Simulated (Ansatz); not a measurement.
**SnO: geometry relaxation (part 1 of 2)**

The run: geometry relaxation of SnO (Pmn2₁, 4 atoms in the cell). Method and program: DFT, PBE-D3(BJ), plane waves, PAW, no spin polarisation (Ansatz 0.2.0).

The structure derives from a Materials Project entry. Figures and captions count atoms from 1; the log counts them from 0 in places.

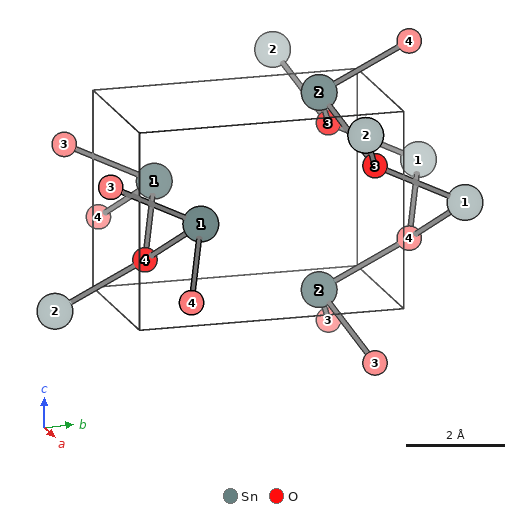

Fig. 1: The input geometry (ball-and-stick view of the cell of the calculation, seen slightly off an axis; neighbours outside the cell are drawn fainter; atoms are numbered from 1 in the order of the input). Near neighbours in the crystal (not all of them lie inside the picture): Sn has 3 O at 2.15 to 2.16 Å; O has 3 Sn at 2.15 to 2.16 Å.

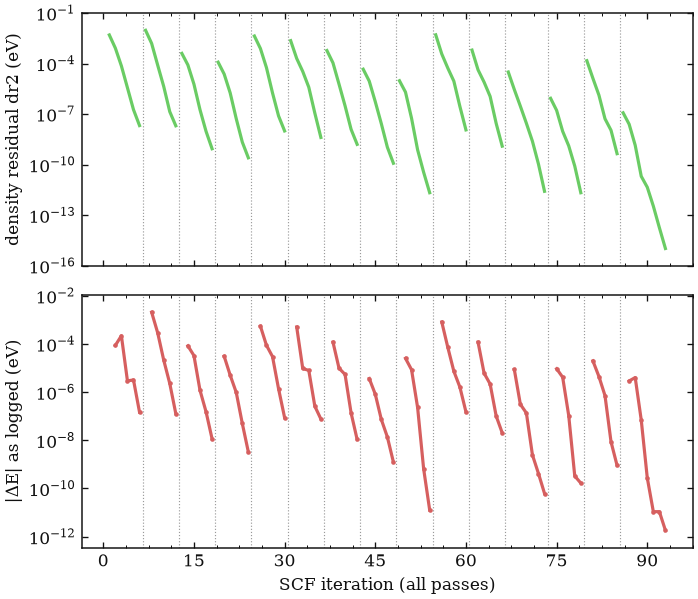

Fig. 2: Convergence of the self-consistent field: density residual dr2 and size of the energy change against the SCF iteration. The dotted lines part the SCF passes of the relaxation: geometry steps, rejected trials and re-solves on a re-selected basis. The 15 passes take 6 to 8 iterations each, 93 in all.

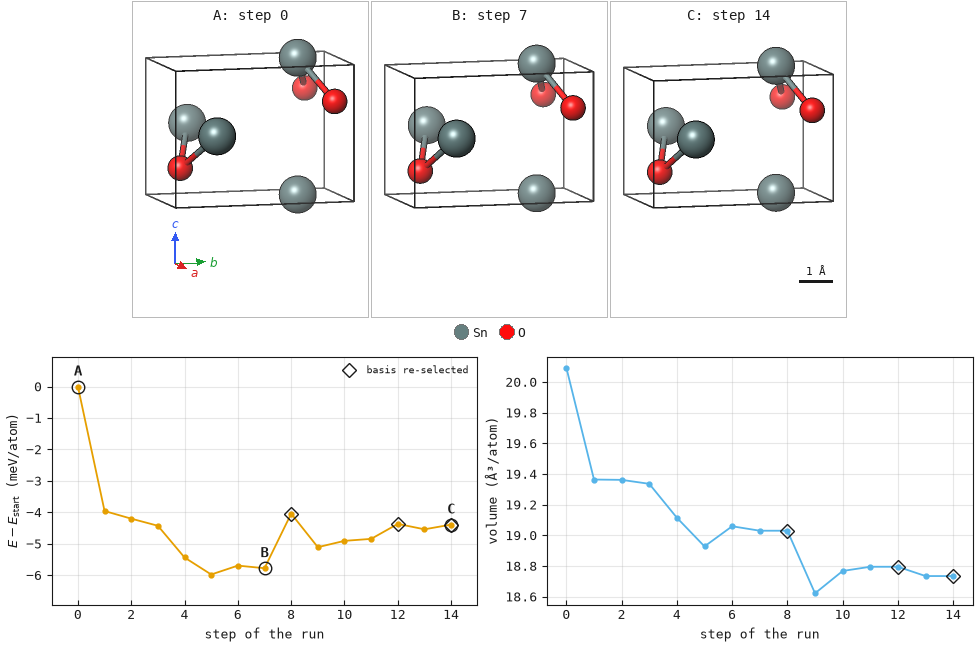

Fig. 3: Frames of the relaxation (ball-and-stick view of the cell of the calculation, seen slightly off an axis) above the curves, on which the letters mark them (the first geometry is step 0 here and step 1 in the log).

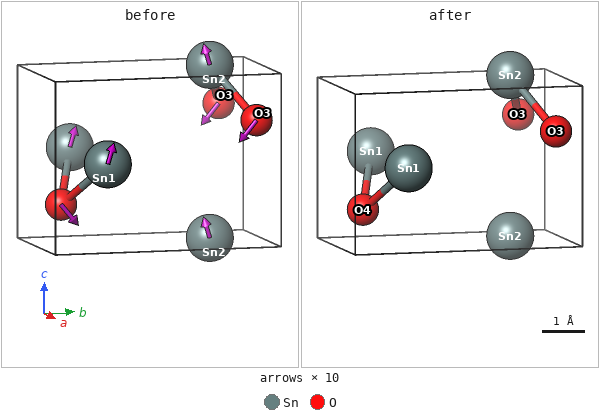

Fig. 4: Before (left) and after (right) the relaxation, at one scale (ball-and-stick view of the cell of the calculation, seen slightly off an axis). The pink arrows give the displacements (without the part carried along by the change of the cell), magnified 10 times. The largest moves relative to the cell, 0.070 Å, are those of O3 and O4. By element the largest moves are O 0.070 Å, Sn 0.056 Å. Cell: a 3.355 → 3.346 Å (−0.3 %), b 5.674 → 5.711 Å (+0.7 %), c 4.222 → 3.922 Å (−7.1 %). Volume −6.8 %. Among the angles that change: Sn1–O4–Sn2 121.9° → 119.3°, O3–Sn1–O4 86.9° → 84.6°. The space group stays Pmn2_1 (No. 31). The energy falls by 4.5 meV per atom in 11 geometry steps. Largest force component: 0.11 eV/Å at the start, 0.0044 eV/Å at the end. Pressure: −1.31 GPa at the start and 0.00 GPa at the end. The basis was re-selected twice at an unchanged geometry, which shifts the energy a little without any move. The energy change given includes the shifts at the re-selections in mid-walk, which come without any move. A last SCF at the same geometry on a re-selected plane-wave basis shifts the energy by +0.1 meV per atom. (Atoms are counted from 1 in the order of the input.)

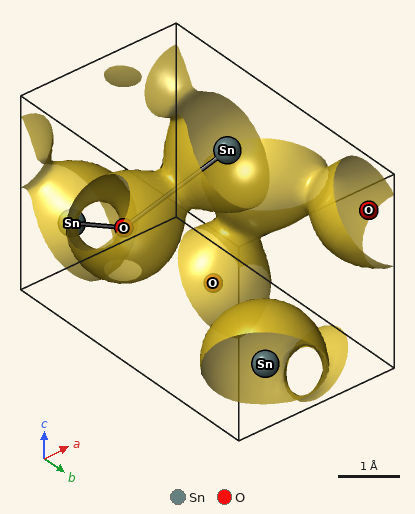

Fig. 5: Isosurface of the valence pseudo-density at 0.4 e/Å³ (yellow), seen at an oblique angle. Sticks mark near contacts. The outline is the cell set on symmetry axes. At this value the density is joined into sheets; it holds about 80 % of the electrons treated as valence (semicore included). On the grid the lowest density along these lines, outside the cores, is 0.55 e/Å³ (Sn–O, 2.15 Å). Core electrons are frozen (PAW), so the fields are smoothed inside the atomic spheres.

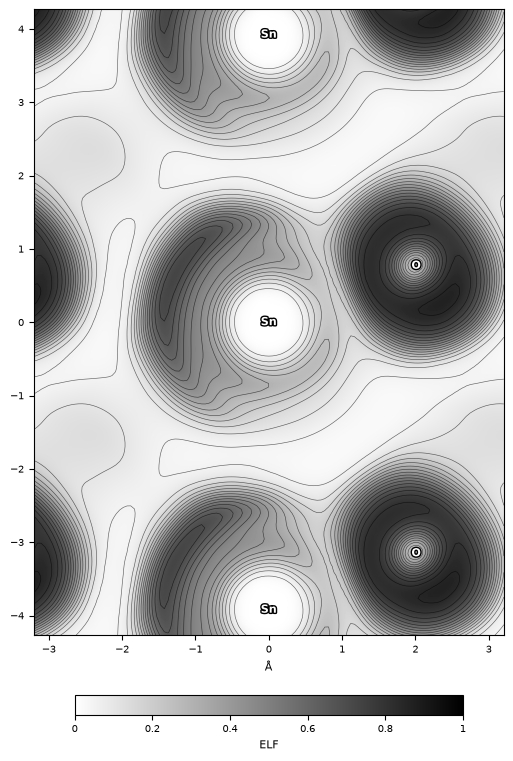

Fig. 6: ELF on the (100) plane of the conventional cell. The section cuts through Sn and O sites. Sn–O (2.15 Å): the ELF is about 0.25 at the midpoint.

These pictures come from the run below.

The input:
```yaml
crystal:
  lattice:
    - [3.355005, 0.0, 0.0]
    - [0.0, 5.674104, 0.0]
    - [0.0, 0.0, 4.22197]
  atoms:
    - { symbol: Sn, position: [0.0, 0.231909, 0.513144] }
    - { symbol: Sn, position: [0.5, 0.768091, 0.013144] }
    - { symbol: O, position: [0.0, 0.89125, 0.736857] }
    - { symbol: O, position: [0.5, 0.10875, 0.236857] }
kpoints:
  mp_grid: { grid: [8, 4, 6] }
hamiltonian:
  xc: pbe
  dispersion: d3bj
scf:
  occupations: { method: fermi_dirac, width: 0.02 }
relax:
  f_tol: 0.005
  cell: {}
output:
  write_density: true
  write_potential: true
  elf: true
  volumetric_format: npy
```

Launch command:
```bash
ansatz run input.yaml --threads 2 --pin off --max-ram 2211MiB --backend cpu --events-out ev --progress --plain --runs-dir out
```

Log:
```
Engine: ansatz 0.2.0, aarch64-unknown-linux-gnu
Pseudopotentials: kind: paw
Pseudopotential: Sn, paw, valence charge 14, recommended cutoff 420 eV (normal), Sn.paw.azcp
Pseudopotential: O, paw, valence charge 6, recommended cutoff 420 eV (normal), O.paw.azcp
Functional definition: PBE
  parameter kappa = 0.804
  parameter beta = 0.06672455060314922
  exchange = pbe_x(kappa = kappa, mu = beta*pi^2/3)
  correlation = pbe_c(beta = beta)
Crystal: 4 atoms, lattice volume = 80.372 Å³
Basis set: ecut = 420 eV, 1551 PW (Γ), exchange–correlation on 48×80×60 points (8 copies of the dense FFT grid, shifted against one another)
Bands: 24, of which v1, the nominal top of the filled ones, is band 20 counted from 1 (19 counted from 0)
Symmetry: 4 space group operations
Space group: Pmn21 (ITA 31), of the structure as read, at distance tolerance 4.3e-5 Å
k-points: 60 of 192 (time reversal used)
Non-local potential: Sn, projectors of the file, l = 0: 2, l = 1: 2, l = 2: 2, l = 3: 2
Non-local potential: O, projectors of the file, l = 0: 2, l = 1: 2, l = 2: 1
PAW form: soft (Blöchl's): semilocal exchange-correlation on the pseudo side does not see the compensation charge
PAW one-centre angular grid: Sn, 590 points (default); XC on 64 Gauss nodes
PAW one-centre angular grid: O, 110 points (default); XC on 64 Gauss nodes
Initial density: superposition of atomic densities (neutral atoms: chi_scale 0, normalization atom), corrected by the library's trained network
Initial wavefunctions: pseudopotential atomic-orbital guess
Functional: x = pbe(κ = 0.804, μ = 0.2195149727645171), c = pbe(β = 0.06672455060314922)
SCF iter   1: F=—  HF=-13183.953349 eV  |F-HF|=—  |Δ(HF+E_count)|=         —  Δρ=2.09e-3  dr2=4.95e-3  ethr=1.77e-3  ⟨swp⟩=6.5  Hψ=6883  notcnv=0
preconditioner: auto → Resta (q_TF=auto, 2.429 Å⁻¹)  ε∞=3.2  [insulator: Δε(μ)=1.405 eV  Ē_g=17.660 eV  σ=0.020 eV  W_gap=1.00  n_scr=20 (ndim 8)  ℏωp=26.2 eV  f_vac=0.008  D(μ)=0.00/eV (n_scr^D=0)  ε∞_Penn≈3.2]
SCF iter   2: F=—  HF=-13183.953261 eV  |F-HF|=—  |Δ(HF+E_count)|=   8.72e-5  Δρ=9.64e-4  dr2=8.18e-4  ethr=1.24e-5  ⟨swp⟩=2.1  Hψ=2832  notcnv=0
SCF iter   3: F=—  HF=-13183.953481 eV  |F-HF|=—  |Δ(HF+E_count)|=   2.19e-4  Δρ=2.56e-4  dr2=7.17e-5  ethr=2.05e-6  ⟨swp⟩=2.3  Hψ=2128  notcnv=0
SCF iter   4: F=—  HF=-13183.953478 eV  |F-HF|=—  |Δ(HF+E_count)|=   2.93e-6  Δρ=6.62e-5  dr2=3.64e-6  ethr=1.79e-7  ⟨swp⟩=2.4  Hψ=2181  notcnv=0
SCF iter   5: F=—  HF=-13183.953481 eV  |F-HF|=—  |Δ(HF+E_count)|=   3.21e-6  Δρ=1.48e-5  dr2=1.83e-7  ethr=9.09e-9  ⟨swp⟩=2.5  Hψ=2333  notcnv=0
SCF iter   6: F=-13183.953481 eV  HF=-13183.953481 eV  |F-HF|=1.31e-8  |Δ(HF+E_count)|=   1.47e-7  Δρ=5.48e-6  dr2=2.08e-8  ethr=2.50e-10  ⟨swp⟩=9.2  Hψ=10243  notcnv=0
SCF 1 converged in 6 iterations: F = -13183.953481 eV  dr2 = 2.08e-8
  greatest PAW one-centre occupation: 0.993 electrons in one spin orbital (limit 2), on the Sn atom at site 1 (counted from 0), in its partial waves of l = 2
relax step   1: F+E_penalty+E_count = -13183.95348094 eV  Δ(F+E_penalty+E_count) = +0.000e0 eV  max|allowed force component| = 1.058e-1 eV/Å  Δτ_max = 0.0000 Å  P = -1.312 GPa  Ω = 80.372 Å³  (6 SCF iters, dr2 threshold 1.00e-7 eV, accepted)
Crystal: 4 atoms, lattice volume = 77.456 Å³
Basis set: ecut = 420 eV, 1505 PW (Γ), exchange–correlation on 48×80×60 points (8 copies of the dense FFT grid, shifted against one another)
Initial density: handed on by an earlier stage of this run
Initial wavefunctions: those handed on with the density
iter 1 solved again at ethr=2.28e-5 eV; its pass at ethr=3.10e-3 eV (dr2=9.11e-3 eV) is discarded
SCF iter   1: F=—  HF=-13183.971716 eV  |F-HF|=—  |Δ(HF+E_count)|=         —  Δρ=2.63e-3  dr2=9.33e-3  ethr=2.28e-5  ⟨swp⟩=1.9  Hψ=8605  notcnv=0
preconditioner: auto → Resta (q_TF=auto, 2.444 Å⁻¹)  ε∞=3.3  [insulator: Δε(μ)=1.299 eV  Ē_g=17.729 eV  σ=0.020 eV  W_gap=1.00  n_scr=20 (ndim 8)  ℏωp=26.7 eV  f_vac=0.000  D(μ)=0.00/eV (n_scr^D=0)  ε∞_Penn≈3.3]
SCF iter   2: F=—  HF=-13183.969627 eV  |F-HF|=—  |Δ(HF+E_count)|=   2.09e-3  Δρ=1.16e-3  dr2=1.56e-3  ethr=2.28e-5  ⟨swp⟩=3.1  Hψ=2880  notcnv=0
SCF iter   3: F=—  HF=-13183.969335 eV  |F-HF|=—  |Δ(HF+E_count)|=   2.92e-4  Δρ=2.65e-4  dr2=8.06e-5  ethr=3.89e-6  ⟨swp⟩=3.0  Hψ=2880  notcnv=0
SCF iter   4: F=—  HF=-13183.969314 eV  |F-HF|=—  |Δ(HF+E_count)|=   2.14e-5  Δρ=7.03e-5  dr2=4.37e-6  ethr=2.02e-7  ⟨swp⟩=2.1  Hψ=2011  notcnv=0
iter 5 did not close the SCF: its close was put off for the readings that it lacked (scf_convergence_deferred on its scf_iter line)
SCF iter   5: F=-13183.969316 eV  HF=-13183.969316 eV  |F-HF|=7.97e-8  |Δ(HF+E_count)|=   2.29e-6  Δρ=1.44e-5  dr2=1.39e-7  ethr=1.09e-8  ⟨swp⟩=2.5  Hψ=2502  notcnv=0
SCF iter   6: F=-13183.969316 eV  HF=-13183.969316 eV  |F-HF|=7.73e-9  |Δ(HF+E_count)|=   1.28e-7  Δρ=5.71e-6  dr2=2.02e-8  ethr=3.47e-10  ⟨swp⟩=7.2  Hψ=9360  notcnv=0
SCF 2 converged in 6 iterations: F = -13183.969316 eV  dr2 = 2.02e-8
[... from here on the iterations of each SCF are left out, up to the last one ...]
relax step   2: F+E_penalty+E_count = -13183.96931600 eV  Δ(F+E_penalty+E_count) = -1.584e-2 eV  max|allowed force component| = 4.981e-2 eV/Å  Δτ_max = 0.0260 Å  P = -0.066 GPa  Ω = 77.456 Å³  energy of the carried Pulay correction = +7.171e-3 eV  (6 SCF iters, dr2 threshold 4.00e-7 eV, accepted)
Crystal: 4 atoms, lattice volume = 77.448 Å³
preconditioner: auto → Resta (q_TF=auto, 2.444 Å⁻¹)  ε∞=3.3  [insulator: Δε(μ)=1.322 eV  Ē_g=17.768 eV  σ=0.020 eV  W_gap=1.00  n_scr=20 (ndim 8)  ℏωp=26.7 eV  f_vac=0.001  D(μ)=0.00/eV (n_scr^D=0)  ε∞_Penn≈3.3]
SCF 3 converged in 6 iterations: F = -13183.970287 eV  dr2 = 8.77e-10
relax step   3: F+E_penalty+E_count = -13183.97028719 eV  Δ(F+E_penalty+E_count) = -9.712e-4 eV  max|allowed force component| = 4.444e-2 eV/Å  Δτ_max = 0.0078 Å  P = +0.193 GPa  Ω = 77.448 Å³  energy of the carried Pulay correction = +7.193e-3 eV  (6 SCF iters, dr2 threshold 2.02e-7 eV, accepted)
Crystal: 4 atoms, lattice volume = 77.345 Å³
Basis set: ecut = 420 eV, 1509 PW (Γ), exchange–correlation on 48×80×60 points (8 copies of the dense FFT grid, shifted against one another)
preconditioner: auto → Resta (q_TF=auto, 2.444 Å⁻¹)  ε∞=3.3  [insulator: Δε(μ)=1.323 eV  Ē_g=17.761 eV  σ=0.020 eV  W_gap=1.00  n_scr=20 (ndim 8)  ℏωp=26.7 eV  f_vac=0.000  D(μ)=0.00/eV (n_scr^D=0)  ε∞_Penn≈3.3]
SCF 4 converged in 6 iterations: F = -13183.971192 eV  dr2 = 2.54e-10
relax step   4: F+E_penalty+E_count = -13183.97119167 eV  Δ(F+E_penalty+E_count) = -9.045e-4 eV  max|allowed force component| = 4.327e-2 eV/Å  Δτ_max = 0.0037 Å  P = +0.168 GPa  Ω = 77.345 Å³  energy of the carried Pulay correction = +7.451e-3 eV  (6 SCF iters, dr2 threshold 2.59e-7 eV, accepted)
Crystal: 4 atoms, lattice volume = 76.460 Å³
preconditioner: auto → Resta (q_TF=auto, 2.449 Å⁻¹)  ε∞=3.3  [insulator: Δε(μ)=1.324 eV  Ē_g=17.757 eV  σ=0.020 eV  W_gap=1.00  n_scr=20 (ndim 8)  ℏωp=26.9 eV  f_vac=0.000  D(μ)=0.00/eV (n_scr^D=0)  ε∞_Penn≈3.3]
SCF 5 converged in 6 iterations: F = -13183.975228 eV  dr2 = 9.98e-9
relax step   5: F+E_penalty+E_count = -13183.97522789 eV  Δ(F+E_penalty+E_count) = -4.036e-3 eV  max|allowed force component| = 3.575e-2 eV/Å  Δτ_max = 0.0247 Å  P = +0.054 GPa  Ω = 76.460 Å³  energy of the carried Pulay correction = +9.683e-3 eV  (6 SCF iters, dr2 threshold 1.99e-7 eV, accepted)
Crystal: 4 atoms, lattice volume = 75.711 Å³
Basis set: ecut = 420 eV, 1485 PW (Γ), exchange–correlation on 48×80×60 points (8 copies of the dense FFT grid, shifted against one another)
preconditioner: auto → none  [insulator: Δε(μ)=1.320 eV  Ē_g=17.766 eV  σ=0.020 eV  W_gap=1.00  n_scr=16 (ndim 8)  ℏωp=27.0 eV  f_vac=0.000  D(μ)=0.00/eV (n_scr^D=0)  ε∞_Penn≈3.3]
SCF 6 converged in 6 iterations: F = -13183.977394 eV  dr2 = 4.10e-9
relax step   6: F+E_penalty+E_count = -13183.97739373 eV  Δ(F+E_penalty+E_count) = -2.166e-3 eV  max|allowed force component| = 1.483e-2 eV/Å  Δτ_max = 0.0213 Å  P = +0.133 GPa  Ω = 75.711 Å³  energy of the carried Pulay correction = +1.159e-2 eV  (6 SCF iters, dr2 threshold 7.99e-8 eV, accepted)
Crystal: 4 atoms, lattice volume = 76.237 Å³
Basis set: ecut = 420 eV, 1493 PW (Γ), exchange–correlation on 48×80×60 points (8 copies of the dense FFT grid, shifted against one another)
preconditioner: auto → Resta (q_TF=auto, 2.450 Å⁻¹)  ε∞=3.3  [insulator: Δε(μ)=1.335 eV  Ē_g=17.755 eV  σ=0.020 eV  W_gap=1.00  n_scr=20 (ndim 8)  ℏωp=26.9 eV  f_vac=0.000  D(μ)=0.00/eV (n_scr^D=0)  ε∞_Penn≈3.3]
SCF 7 converged in 6 iterations: F = -13183.976261 eV  dr2 = 1.60e-9
relax step   7: F+E_penalty+E_count = -13183.97626141 eV  Δ(F+E_penalty+E_count) = +1.132e-3 eV  max|allowed force component| = 1.794e-2 eV/Å  Δτ_max = 0.0109 Å  P = -0.087 GPa  Ω = 76.237 Å³  energy of the carried Pulay correction = +1.025e-2 eV  (6 SCF iters, dr2 threshold 8.95e-8 eV, accepted)
Crystal: 4 atoms, lattice volume = 76.121 Å³
preconditioner: auto → Resta (q_TF=auto, 2.451 Å⁻¹)  ε∞=3.3  [insulator: Δε(μ)=1.334 eV  Ē_g=17.759 eV  σ=0.020 eV  W_gap=1.00  n_scr=20 (ndim 8)  ℏωp=26.9 eV  f_vac=0.000  D(μ)=0.00/eV (n_scr^D=0)  ε∞_Penn≈3.3]
SCF 8 converged in 6 iterations: F = -13183.976594 eV  dr2 = 1.21e-10
relax step   8: F+E_penalty+E_count = -13183.97659435 eV  Δ(F+E_penalty+E_count) = -3.329e-4 eV  max|allowed force component| = 1.386e-3 eV/Å  Δτ_max = 0.0029 Å  P = -0.000 GPa  Ω = 76.121 Å³  energy of the carried Pulay correction = +1.054e-2 eV  (6 SCF iters, dr2 threshold 2.57e-8 eV, accepted)
Basis set: ecut = 420 eV, 1485 PW (Γ), exchange–correlation on 48×80×54 points (8 copies of the dense FFT grid, shifted against one another)
Initial wavefunctions: pseudopotential atomic-orbital guess (no wavefunctions were taken with the density)
SCF 9 converged in 6 iterations: F = -13183.969649 eV  dr2 = 2.16e-12
relax step   9: F+E_penalty+E_count = -13183.96964889 eV  Δ(F+E_penalty+E_count) = +6.945e-3 eV  max|allowed force component| = 1.642e-3 eV/Å  Δτ_max = 0.0000 Å  P = -0.151 GPa  Ω = 76.121 Å³  stress off target by 2.51e-1 GPa  SCF on the basis re-selected at this cell (its energy is not comparable with the rows above)  (6 SCF iters)
basis re-selected at this cell: Δ(F+E_penalty+E_count) = +6.945e-3 eV, ΔP = -0.151 GPa vs the last step (what re-selecting the basis moved, of the pressure what is left beyond the Pulay correction that the steps carried, after the strain that the cell walked since its last selection, with what the two solves' SCF thresholds leave and, on support functions, any second-order correction that the steps lacked; it is no measure of the basis error at this ecutwfc). The dense FFT grid was sized anew with the basis: this SCF ran on 24×40×27 points, the steps before it on 24×40×30, so part of this shift can come from that change (see relax.cell in the input reference). This SCF's stress stands 2.51e-1 GPa from its target on what of the cell is left free (relax.cell.stress_tol is 5.00e-2 GPa) and its largest allowed force component is 1.64e-3 eV/Å (relax.f_tol is 5.00e-3 eV/Å): not within both, so this SCF does not close the relaxation
Crystal: 4 atoms, lattice volume = 74.488 Å³
Basis set: ecut = 420 eV, 1465 PW (Γ), exchange–correlation on 48×80×54 points (8 copies of the dense FFT grid, shifted against one another)
preconditioner: auto → none  [insulator: Δε(μ)=1.290 eV  Ē_g=17.777 eV  σ=0.020 eV  W_gap=1.00  n_scr=16 (ndim 8)  ℏωp=27.2 eV  f_vac=0.000  D(μ)=0.00/eV (n_scr^D=0)  ε∞_Penn≈3.3]
SCF 10 converged in 6 iterations: F = -13183.973917 eV  dr2 = 1.15e-8
```
